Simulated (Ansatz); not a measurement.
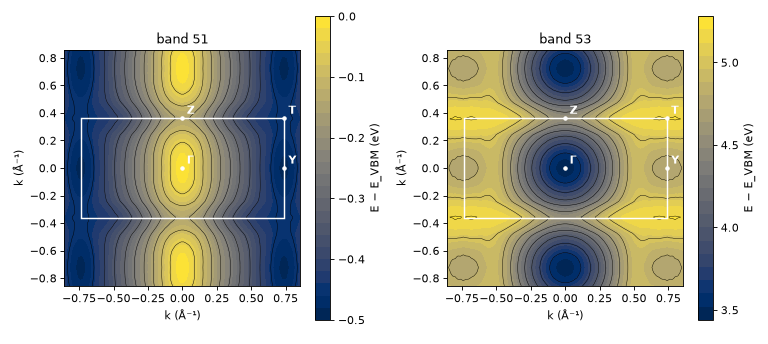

Two bands of KI (space group Cmcm, No. 63) over the plane through Γ, Y and T: the highest mostly filled and the lowest mostly empty one.

Level of theory: DFT PBE, spin-orbit coupling, plane waves, PAW; levels and slopes on a k mesh at the converged density (Ansatz 0.2.0). Non-magnetic. With an inversion centre and no moment every band is doubly degenerate; a pair is shown and named once. Mesh 12×12×6, interpolated with the band slopes. The geometry was not relaxed. The cell comes from a database of computed structures, not from a measurement.

> Give both levels and their distance at the named points.

```json
{"point": "Γ", "lower band (eV)": "0.00", "upper band (eV)": "3.46", "distance (eV)": "3.46"}
{"point": "Y", "lower band (eV)": "−0.49", "upper band (eV)": "4.75", "distance (eV)": "5.24"}
{"point": "T", "lower band (eV)": "−0.45", "upper band (eV)": "5.20", "distance (eV)": "5.65"}
{"point": "Z", "lower band (eV)": "−0.14", "upper band (eV)": "4.52", "distance (eV)": "4.67"}
```

> Where are the band edges of the whole zone?

The valence band has one maximum at Γ, principal masses 0.63, 0.88 and 2.55 mₑ; the conduction band has one minimum at Γ, principal masses 0.33, 0.34 and 0.34 mₑ. The gap is direct, 3.46 eV at this level of theory, which underestimates gaps and can reorder valleys that lie close.

The mesh is coarse (steps of 0.12 Å⁻¹).
